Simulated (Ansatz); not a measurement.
**Geometry relaxation, with input and output: VO2 (part 2 of 3)**

The same run, continued: VO2 (P4₂/mnm, 6 atoms in the cell); DFT PBE, scalar-relativistic, plane waves, PAW, spin-polarised (Ansatz 0.2.0); cutoff 420 eV, 8×8×12 k-mesh, Gaussian smearing of 0.1 eV, collinear spins. The structure derives from an entry of the Crystallography Open Database.

Geometry of the input (Å; fractional positions):
```
4.5300  0.0000  0.0000
0.0000  4.5300  0.0000
0.0000  0.0000  2.8690
V  0.0000  0.0000  0.0000
V  0.5000  0.5000  0.5000
O  0.3050  0.3050  0.0000
O  0.1950  0.8050  0.5000
O  0.6950  0.6950  0.0000
O  0.8050  0.1950  0.5000
```

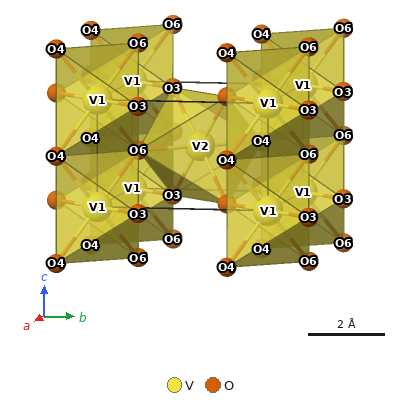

Figure 1. The geometry at step 4 of the log (polyhedral view of the cell of the calculation, seen slightly off an axis; polyhedra are completed across the faces of the cell; atoms are numbered from 1 in the order of the input).

### The program's output, continued
```
SCF iter   1: F=—  HF=-8098.748147 eV  |F-HF|=—  |Δ(HF+E_count)|=         —  Δρ=3.04e-3 (↑3.04e-3 ↓2.13e-3)  dr2=8.45e-3  dr2_m=7.13e-4  M=2.000 μB ∫|m|=2.435 μB  β_m=0.65  ethr=1.77e-5  ⟨swp⟩=1.2  Hψ=37125  notcnv=0
preconditioner: auto → Kerker (q_TF=auto, 2.400 Å⁻¹)  [metal: Δε(μ)=0.003 eV  Ē_g=9.376 eV  σ=0.100 eV  W_gap=0.02  n_scr=10 (ndim 8)  ℏωp=28.1 eV  f_vac=0.034  D(μ)=3.19/eV (n_scr^D=38)]
spin=Collinear: Kerker preconditioning applied to the charge; magnetization (m = ρ↑ − ρ↓) channel mixes plain (no charge-response kernel on spin).
SCF iter   2: F=—  HF=-8098.745503 eV  |F-HF|=—  |Δ(HF+E_count)|=   2.64e-3  Δρ=1.40e-3 (↑1.40e-3 ↓8.16e-4)  dr2=8.85e-4  dr2_m=1.93e-4  M=2.000 μB ∫|m|=2.430 μB  β_m=0.48  ethr=1.69e-5  ⟨swp⟩=2.0  Hψ=10318  notcnv=0
SCF iter   3: F=—  HF=-8098.746889 eV  |F-HF|=—  |Δ(HF+E_count)|=   1.39e-3  Δρ=8.52e-4 (↑8.52e-4 ↓4.37e-4)  dr2=3.43e-4  dr2_m=8.16e-5  M=2.000 μB ∫|m|=2.429 μB  β_m=0.74  ethr=1.77e-6  ⟨swp⟩=2.5  Hψ=11374  notcnv=0
SCF iter   4: F=—  HF=-8098.748103 eV  |F-HF|=—  |Δ(HF+E_count)|=   1.21e-3  Δρ=2.90e-4 (↑2.90e-4 ↓1.50e-4)  dr2=1.26e-4  dr2_m=5.92e-6  M=2.000 μB ∫|m|=2.425 μB  β_m=0.87  ethr=6.86e-7  ⟨swp⟩=2.0  Hψ=11730  notcnv=0
SCF iter   5: F=—  HF=-8098.748062 eV  |F-HF|=—  |Δ(HF+E_count)|=   4.08e-5  Δρ=2.09e-4 (↑2.09e-4 ↓1.15e-4)  dr2=4.31e-5  dr2_m=1.99e-6  M=2.000 μB ∫|m|=2.424 μB  β_m=0.85  ethr=2.53e-7  ⟨swp⟩=2.0  Hψ=12071  notcnv=0
SCF iter   6: F=—  HF=-8098.748144 eV  |F-HF|=—  |Δ(HF+E_count)|=   8.21e-5  Δρ=7.29e-5 (↑7.29e-5 ↓5.08e-5)  dr2=7.25e-6  dr2_m=1.48e-7  M=2.000 μB ∫|m|=2.424 μB  β_m=0.93  ethr=8.63e-8  ⟨swp⟩=2.0  Hψ=11467  notcnv=0
SCF iter   7: F=—  HF=-8098.748155 eV  |F-HF|=—  |Δ(HF+E_count)|=   1.14e-5  Δρ=1.65e-5 (↑1.65e-5 ↓1.10e-5)  dr2=4.10e-7  dr2_m=6.55e-9  M=2.000 μB ∫|m|=2.424 μB  β_m=0.96  ethr=1.45e-8  ⟨swp⟩=2.0  Hψ=10419  notcnv=0
SCF iter   8: F=-8098.748156 eV  HF=-8098.748156 eV  |F-HF|=5.24e-9  |Δ(HF+E_count)|=   4.87e-7  Δρ=3.32e-6 (↑3.32e-6 ↓2.13e-6)  dr2=1.15e-8  dr2_m=7.87e-10  M=2.000 μB ∫|m|=2.424 μB  ethr=8.20e-10  ⟨swp⟩=2.0  Hψ=24039  notcnv=0
the search or the solves at the SCF's close seem to have found levels that the self-consistency loop had missed (the run counts 1). By its estimate they hold under 1e-12 electrons; where the run keeps them, the occupations were computed again with them
SCF 2 converged in 8 iterations: F = -8098.748156 eV  dr2 = 1.15e-8
relax step   2: F+E_penalty+E_count = -8098.74815585 eV  Δ(F+E_penalty+E_count) = -4.718e-2 eV  max|allowed force component| = 1.656e-1 eV/Å  Δτ_max = 0.0187 Å  P = +1.241 GPa  Ω = 59.503 Å³  energy of the carried Pulay correction = -3.285e-3 eV  (8 SCF iters, dr2 threshold 6.00e-7 eV, accepted)
Crystal: 6 atoms, lattice volume = 59.700 Å³
iter 1 solved again at ethr=2.74e-6 eV; its pass at ethr=3.10e-3 eV (dr2=1.37e-3 eV) is discarded
SCF iter   1: F=—  HF=-8098.752355 eV  |F-HF|=—  |Δ(HF+E_count)|=         —  Δρ=1.10e-3 (↑1.10e-3 ↓8.28e-4)  dr2=1.34e-3  dr2_m=9.62e-5  M=2.000 μB ∫|m|=2.432 μB  β_m=0.65  ethr=2.74e-6  ⟨swp⟩=2.9  Hψ=32111  notcnv=0
preconditioner: auto → Kerker (q_TF=auto, 2.399 Å⁻¹)  [metal: Δε(μ)=0.003 eV  Ē_g=9.344 eV  σ=0.100 eV  W_gap=0.02  n_scr=10 (ndim 8)  ℏωp=28.0 eV  f_vac=0.031  D(μ)=3.17/eV (n_scr^D=38)]
spin=Collinear: Kerker preconditioning applied to the charge; magnetization (m = ρ↑ − ρ↓) channel mixes plain (no charge-response kernel on spin).
SCF iter   2: F=—  HF=-8098.751646 eV  |F-HF|=—  |Δ(HF+E_count)|=   7.09e-4  Δρ=4.76e-4 (↑4.76e-4 ↓3.95e-4)  dr2=2.16e-4  dr2_m=1.97e-5  M=2.000 μB ∫|m|=2.431 μB  β_m=0.47  ethr=2.67e-6  ⟨swp⟩=2.0  Hψ=10314  notcnv=0
SCF iter   3: F=—  HF=-8098.751969 eV  |F-HF|=—  |Δ(HF+E_count)|=   3.22e-4  Δρ=3.03e-4 (↑3.03e-4 ↓2.33e-4)  dr2=1.01e-4  dr2_m=9.79e-6  M=2.000 μB ∫|m|=2.431 μB  β_m=0.73  ethr=4.33e-7  ⟨swp⟩=2.4  Hψ=10271  notcnv=0
SCF iter   4: F=—  HF=-8098.752273 eV  |F-HF|=—  |Δ(HF+E_count)|=   3.04e-4  Δρ=1.13e-4 (↑1.13e-4 ↓8.23e-5)  dr2=3.09e-5  dr2_m=5.26e-7  M=2.000 μB ∫|m|=2.430 μB  β_m=0.87  ethr=2.02e-7  ⟨swp⟩=2.0  Hψ=11448  notcnv=0
SCF iter   5: F=—  HF=-8098.752266 eV  |F-HF|=—  |Δ(HF+E_count)|=   6.45e-6  Δρ=6.00e-5 (↑6.00e-5 ↓4.18e-5)  dr2=4.93e-6  dr2_m=7.51e-8  M=2.000 μB ∫|m|=2.429 μB  β_m=0.93  ethr=6.19e-8  ⟨swp⟩=2.0  Hψ=11998  notcnv=0
SCF iter   6: F=—  HF=-8098.752276 eV  |F-HF|=—  |Δ(HF+E_count)|=   9.96e-6  Δρ=2.14e-5 (↑2.14e-5 ↓1.80e-5)  dr2=8.59e-7  dr2_m=2.96e-9  M=2.000 μB ∫|m|=2.430 μB  β_m=0.97  ethr=9.86e-9  ⟨swp⟩=2.0  Hψ=11504  notcnv=0
SCF iter   7: F=—  HF=-8098.752277 eV  |F-HF|=—  |Δ(HF+E_count)|=   1.09e-6  Δρ=4.70e-6 (↑4.70e-6 ↓3.55e-6)  dr2=4.00e-8  dr2_m=4.77e-10  M=2.000 μB ∫|m|=2.430 μB  β_m=0.98  ethr=1.72e-9  ⟨swp⟩=2.0  Hψ=10322  notcnv=0
SCF iter   8: F=-8098.752277 eV  HF=-8098.752277 eV  |F-HF|=5.01e-8  |Δ(HF+E_count)|=   5.32e-8  Δρ=5.28e-6 (↑5.28e-6 ↓4.00e-6)  dr2=5.50e-8  dr2_m=2.55e-10  M=2.000 μB ∫|m|=2.430 μB  ethr=7.99e-11  ⟨swp⟩=1.0  Hψ=19640  notcnv=0
SCF 3 converged in 8 iterations: F = -8098.752277 eV  dr2 = 5.50e-8
  greatest PAW one-centre occupation: 1.000 electrons in one spin orbital (limit 2), on the V atom at site 1 (counted from 0), in its partial waves of l = 0
relax step   3: F+E_penalty+E_count = -8098.75227716 eV  Δ(F+E_penalty+E_count) = -4.121e-3 eV  max|allowed force component| = 6.802e-2 eV/Å  Δτ_max = 0.0074 Å  P = -0.026 GPa  Ω = 59.700 Å³  energy of the carried Pulay correction = -4.308e-3 eV  (8 SCF iters, dr2 threshold 6.00e-7 eV, accepted)
Crystal: 6 atoms, lattice volume = 59.598 Å³
iter 1 solved again at ethr=1.00e-6 eV; its pass at ethr=3.10e-3 eV (dr2=5.02e-4 eV) is discarded
SCF iter   1: F=—  HF=-8098.754629 eV  |F-HF|=—  |Δ(HF+E_count)|=         —  Δρ=6.81e-4 (↑6.81e-4 ↓6.58e-4)  dr2=5.94e-4  dr2_m=6.11e-5  M=2.000 μB ∫|m|=2.430 μB  β_m=0.65  ethr=1.00e-6  ⟨swp⟩=2.6  Hψ=33906  notcnv=0
preconditioner: auto → Kerker (q_TF=auto, 2.400 Å⁻¹)  [metal: Δε(μ)=0.001 eV  Ē_g=9.351 eV  σ=0.100 eV  W_gap=0.01  n_scr=10 (ndim 8)  ℏωp=28.0 eV  f_vac=0.030  D(μ)=3.12/eV (n_scr^D=38)]
spin=Collinear: Kerker preconditioning applied to the charge; magnetization (m = ρ↑ − ρ↓) channel mixes plain (no charge-response kernel on spin).
SCF iter   2: F=—  HF=-8098.754552 eV  |F-HF|=—  |Δ(HF+E_count)|=   7.74e-5  Δρ=3.09e-4 (↑3.09e-4 ↓2.94e-4)  dr2=1.42e-4  dr2_m=1.15e-5  M=2.000 μB ∫|m|=2.431 μB  β_m=0.65  ethr=1.00e-6  ⟨swp⟩=2.7  Hψ=10381  notcnv=0
SCF iter   3: F=—  HF=-8098.754528 eV  |F-HF|=—  |Δ(HF+E_count)|=   2.39e-5  Δρ=6.12e-5 (↑5.99e-5 ↓6.12e-5)  dr2=5.58e-6  dr2_m=3.68e-8  M=2.000 μB ∫|m|=2.431 μB  β_m=0.82  ethr=2.84e-7  ⟨swp⟩=2.0  Hψ=9798  notcnv=0
SCF iter   4: F=—  HF=-8098.754528 eV  |F-HF|=—  |Δ(HF+E_count)|=   1.42e-7  Δρ=2.28e-5 (↑2.28e-5 ↓1.53e-5)  dr2=5.44e-7  dr2_m=2.78e-8  M=2.000 μB ∫|m|=2.431 μB  β_m=0.85  ethr=1.12e-8  ⟨swp⟩=2.4  Hψ=10904  notcnv=0
SCF iter   5: F=-8098.754528 eV  HF=-8098.754529 eV  |F-HF|=2.76e-7  |Δ(HF+E_count)|=   6.31e-7  Δρ=1.55e-5 (↑1.55e-5 ↓1.17e-5)  dr2=4.24e-7  dr2_m=5.42e-9  M=2.000 μB ∫|m|=2.431 μB  ethr=1.09e-9  ⟨swp⟩=2.0  Hψ=22732  notcnv=0
SCF 4 converged in 5 iterations: F = -8098.754528 eV  dr2 = 4.24e-7
relax step   4: F+E_penalty+E_count = -8098.75452825 eV  Δ(F+E_penalty+E_count) = -2.251e-3 eV  max|allowed force component| = 1.599e-3 eV/Å  Δτ_max = 0.0059 Å  P = -0.018 GPa  Ω = 59.598 Å³  energy of the carried Pulay correction = -3.778e-3 eV  (5 SCF iters, dr2 threshold 6.00e-7 eV, accepted)
Initial wavefunctions: pseudopotential atomic-orbital guess (no wavefunctions were taken with the density)
iter 1 solved again at ethr=9.61e-8 eV; its pass at ethr=3.10e-3 eV (dr2=4.81e-5 eV) is discarded
SCF iter   1: F=—  HF=-8098.759285 eV  |F-HF|=—  |Δ(HF+E_count)|=         —  Δρ=1.11e-4 (↑1.07e-4 ↓1.11e-4)  dr2=3.08e-6  dr2_m=3.00e-8  M=2.000 μB ∫|m|=2.431 μB  β_m=0.65  ethr=9.61e-8  ⟨swp⟩=3.3  Hψ=42039  notcnv=0
preconditioner: auto → Kerker (q_TF=auto, 2.400 Å⁻¹)  [metal: Δε(μ)=0.005 eV  Ē_g=9.356 eV  σ=0.100 eV  W_gap=0.03  n_scr=10 (ndim 8)  ℏωp=28.0 eV  f_vac=0.030  D(μ)=3.12/eV (n_scr^D=38)]
spin=Collinear: Kerker preconditioning applied to the charge; magnetization (m = ρ↑ − ρ↓) channel mixes plain (no charge-response kernel on spin).
SCF iter   2: F=—  HF=-8098.759339 eV  |F-HF|=—  |Δ(HF+E_count)|=   5.39e-5  Δρ=4.08e-5 (↑3.94e-5 ↓4.08e-5)  dr2=5.90e-7  dr2_m=4.64e-9  M=2.000 μB ∫|m|=2.431 μB  β_m=0.59  ethr=6.15e-9  ⟨swp⟩=2.0  Hψ=10087  notcnv=0
SCF iter   3: F=—  HF=-8098.759347 eV  |F-HF|=—  |Δ(HF+E_count)|=   7.98e-6  Δρ=1.04e-5 (↑1.01e-5 ↓1.04e-5)  dr2=4.34e-8  dr2_m=6.11e-10  M=2.000 μB ∫|m|=2.431 μB  β_m=0.67  ethr=1.18e-9  ⟨swp⟩=2.1  Hψ=9528  notcnv=0
SCF iter   4: F=—  HF=-8098.759347 eV  |F-HF|=—  |Δ(HF+E_count)|=   4.04e-7  Δρ=1.68e-6 (↑1.68e-6 ↓1.29e-6)  dr2=4.46e-9  dr2_m=8.46e-11  M=2.000 μB ∫|m|=2.431 μB  β_m=0.84  ethr=8.67e-11  ⟨swp⟩=2.0  Hψ=10235  notcnv=0
SCF iter   5: F=—  HF=-8098.759358 eV  |F-HF|=—  |Δ(HF+E_count)|=   1.10e-5  Δρ=7.74e-7 (↑7.74e-7 ↓5.84e-7)  dr2=1.89e-9  dr2_m=1.13e-11  M=2.000 μB ∫|m|=2.431 μB  β_m=0.92  ethr=8.92e-12  ⟨swp⟩=2.0  Hψ=10341  notcnv=0
SCF iter   6: F=—  HF=-8098.759358 eV  |F-HF|=—  |Δ(HF+E_count)|=  3.17e-10  Δρ=5.97e-7 (↑5.97e-7 ↓3.90e-7)  dr2=3.35e-10  dr2_m=1.02e-11  M=2.000 μB ∫|m|=2.431 μB  β_m=0.92  ethr=3.79e-12  ⟨swp⟩=2.1  Hψ=11682  notcnv=0
SCF iter   7: F=—  HF=-8098.759358 eV  |F-HF|=—  |Δ(HF+E_count)|=  3.76e-10  Δρ=2.43e-7 (↑2.43e-7 ↓1.57e-7)  dr2=8.43e-11  dr2_m=1.29e-12  M=2.000 μB ∫|m|=2.431 μB  β_m=0.96  ethr=1.00e-12  ⟨swp⟩=2.7  Hψ=11804  notcnv=0
SCF iter   8: F=—  HF=-8098.759358 eV  |F-HF|=—  |Δ(HF+E_count)|=  1.16e-10  Δρ=4.87e-8 (↑4.87e-8 ↓3.05e-8)  dr2=3.59e-12  dr2_m=8.65e-14  M=2.000 μB ∫|m|=2.431 μB  β_m=0.98  ethr=1.00e-12  ⟨swp⟩=2.0  Hψ=8536  notcnv=0
SCF iter   9: F=-8098.759358 eV  HF=-8098.759358 eV  |F-HF|=0.00e0  |Δ(HF+E_count)|=  9.09e-13  Δρ=2.12e-8 (↑2.12e-8 ↓1.90e-8)  dr2=9.60e-13  dr2_m=2.35e-15  M=2.000 μB ∫|m|=2.431 μB  ethr=1.00e-12  ⟨swp⟩=2.0  Hψ=19080  notcnv=0
SCF 5 converged in 9 iterations: F = -8098.759358 eV  dr2 = 9.60e-13
relax step   5: F+E_penalty+E_count = -8098.75935812 eV  Δ(F+E_penalty+E_count) = -4.830e-3 eV  max|allowed force component| = 1.704e-3 eV/Å  Δτ_max = 0.0000 Å  P = +0.125 GPa  Ω = 59.598 Å³  stress off target by 2.02e-1 GPa  SCF on the basis re-selected at this cell (its energy is not comparable with the rows above)  (9 SCF iters)
basis re-selected at this cell: Δ(F+E_penalty+E_count) = -4.830e-3 eV, ΔP = +0.142 GPa vs the last step (what re-selecting the basis moved, of the pressure what is left beyond the Pulay correction that the steps carried, after the strain that the cell walked since its last selection, with what the two solves' SCF thresholds leave and, on support functions, any second-order correction that the steps lacked; it is no measure of the basis error at this ecutwfc). This SCF's stress stands 2.02e-1 GPa from its target on what of the cell is left free (relax.cell.stress_tol is 5.00e-2 GPa) and its largest allowed force component is 1.70e-3 eV/Å (relax.f_tol is 5.00e-3 eV/Å): not within both, so this SCF does not close the relaxation
Crystal: 6 atoms, lattice volume = 59.631 Å³
iter 1 solved again at ethr=3.24e-8 eV; its pass at ethr=3.10e-3 eV (dr2=1.62e-5 eV) is discarded
SCF iter   1: F=—  HF=-8098.759225 eV  |F-HF|=—  |Δ(HF+E_count)|=         —  Δρ=9.69e-5 (↑9.69e-5 ↓8.69e-5)  dr2=1.68e-5  dr2_m=2.35e-7  M=2.000 μB ∫|m|=2.432 μB  β_m=0.65  ethr=3.24e-8  ⟨swp⟩=2.2  Hψ=33760  notcnv=0
preconditioner: auto → Kerker (q_TF=auto, 2.400 Å⁻¹)  [metal: Δε(μ)=0.001 eV  Ē_g=9.352 eV  σ=0.100 eV  W_gap=0.00  n_scr=10 (ndim 8)  ℏωp=28.0 eV  f_vac=0.031  D(μ)=3.12/eV (n_scr^D=38)]
spin=Collinear: Kerker preconditioning applied to the charge; magnetization (m = ρ↑ − ρ↓) channel mixes plain (no charge-response kernel on spin).
SCF iter   2: F=—  HF=-8098.759219 eV  |F-HF|=—  |Δ(HF+E_count)|=   6.35e-6  Δρ=3.84e-5 (↑3.84e-5 ↓3.37e-5)  dr2=1.47e-6  dr2_m=5.26e-8  M=2.000 μB ∫|m|=2.431 μB  β_m=0.45  ethr=3.24e-8  ⟨swp⟩=2.0  Hψ=10314  notcnv=0
SCF iter   3: F=—  HF=-8098.759221 eV  |F-HF|=—  |Δ(HF+E_count)|=   1.92e-6  Δρ=2.25e-5 (↑2.25e-5 ↓1.85e-5)  dr2=5.72e-7  dr2_m=2.72e-8  M=2.000 μB ∫|m|=2.431 μB  β_m=0.72  ethr=2.94e-9  ⟨swp⟩=2.3  Hψ=10566  notcnv=0
SCF iter   4: F=—  HF=-8098.759223 eV  |F-HF|=—  |Δ(HF+E_count)|=   2.02e-6  Δρ=1.00e-5 (↑1.00e-5 ↓6.30e-6)  dr2=1.90e-7  dr2_m=3.93e-9  M=2.000 μB ∫|m|=2.431 μB  β_m=0.86  ethr=1.14e-9  ⟨swp⟩=2.0  Hψ=11676  notcnv=0
SCF iter   5: F=—  HF=-8098.759223 eV  |F-HF|=—  |Δ(HF+E_count)|=   1.78e-7  Δρ=2.91e-6 (↑2.91e-6 ↓2.09e-6)  dr2=1.12e-8  dr2_m=2.52e-10  M=2.000 μB ∫|m|=2.431 μB  β_m=0.93  ethr=3.80e-10  ⟨swp⟩=2.0  Hψ=12062  notcnv=0
SCF iter   6: F=-8098.759223 eV  HF=-8098.759223 eV  |F-HF|=1.14e-8  |Δ(HF+E_count)|=   1.99e-8  Δρ=2.69e-6 (↑2.69e-6 ↓2.17e-6)  dr2=1.39e-8  dr2_m=4.88e-11  M=2.000 μB ∫|m|=2.431 μB  ethr=2.25e-11  ⟨swp⟩=1.0  Hψ=19098  notcnv=0
SCF 6 converged in 6 iterations: F = -8098.759223 eV  dr2 = 1.39e-8
relax step   6: F+E_penalty+E_count = -8098.75922304 eV  Δ(F+E_penalty+E_count) = +1.351e-4 eV  max|allowed force component| = 4.056e-5 eV/Å  Δτ_max = 0.0001 Å  P = +0.004 GPa  Ω = 59.631 Å³  energy of the carried Pulay correction = -1.744e-4 eV  (6 SCF iters, dr2 threshold 1.02e-7 eV, accepted)
iter 1 solved again at ethr=8.44e-8 eV; its pass at ethr=3.10e-3 eV (dr2=4.22e-5 eV) is discarded
```
